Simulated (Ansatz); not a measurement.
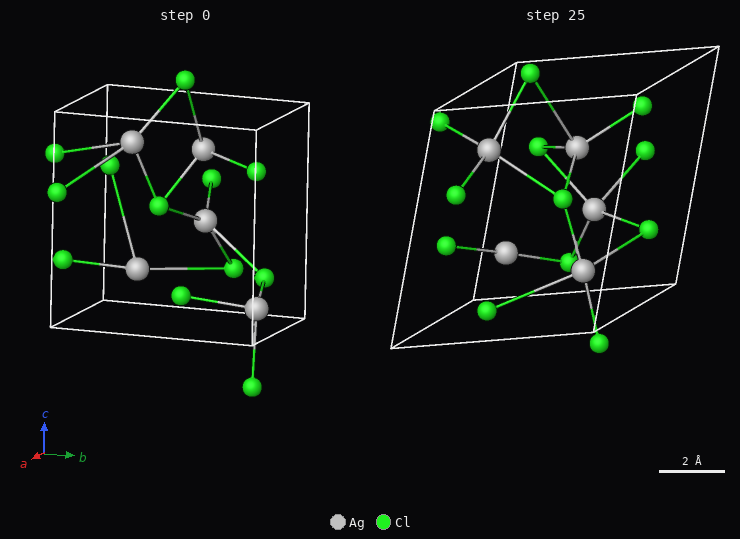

The structure of an amorphous cell of composition AgCl (coarse preliminary run) before (left) and after (right) a relaxation, at one scale.

The picture is a ball-and-stick view of the cell of the calculation, reduced to other axes, seen slightly off an axis. Lengths and directions refer to the drawn axes.

Case: atoms packed at random at 1.08 times the crystal's volume.

Method: DFT PBE, scalar-relativistic, plane waves, PAW in Ansatz. Settings: plane-wave cutoff 420 eV; k-point mesh 2 × 2 × 3; occupations gaussian; smearing width 0.1 eV; mesh shifted by (0.5, 0.5, 0); no spin polarisation; cell and atoms relaxed; force threshold 0.04 eV/Å; at most 70 steps.

> Summarise the run.

The run was cut off at its time limit before the relaxation converged, so the last structure is only a point on the way. After 24 accepted moves (25 points after the start) the energy has fallen by 406 meV per atom. The largest force component goes from 1.8 to 0.055 eV/Å. The pressure goes from 4.98 to 0.14 GPa. The SCF was repeated once at an unchanged geometry on a basis and grid sized afresh for the cell, which shifted the energy by 6.7 meV per atom at most. A Cl atom moves most relative to the cell: 1.55 Å roughly along [1 −3 −1]. By element the largest moves are Cl 1.55 Å, Ag 1.02 Å. Cell: a 5.576 → 6.695 Å (+20.1 %), b 6.420 → 6.331 Å (−1.4 %), c 6.695 → 7.472 Å (+11.6 %), α 92.7° → 74.9°, β 93.8° → 104.2°, γ 93.3° → 106.1°. Volume +21.0 %. Among the contacts that change: Ag–Cl 4.451 → 2.419 Å, Ag–Cl 2.820 → 4.422 Å, Ag–Cl 3.620 → 2.476 Å, Cl–Cl 2.815 → 3.833 Å. New bonds form, among them: Ag–Cl (3.45 → 2.60 Å), Ag–Cl (3.62 → 2.48 Å), Ag–Cl (4.45 → 2.42 Å). Bonds break, among them: Ag–Cl (2.82 → 4.42 Å). Among the angles between lasting bonds that change: Cl–Ag–Cl 70.9° → 123.1°, Ag–Cl–Ag 101.2° → 149.5°, Cl–Ag–Cl 85.7° → 133.8°. Cost: 6.4 min on 2 threads of Arm Neoverse N1, on a shared host, peak memory 0.57 GiB.

Limits of the set-up: the periodic images lie only 5.6 Å apart, so the values are limited by the cell's size.
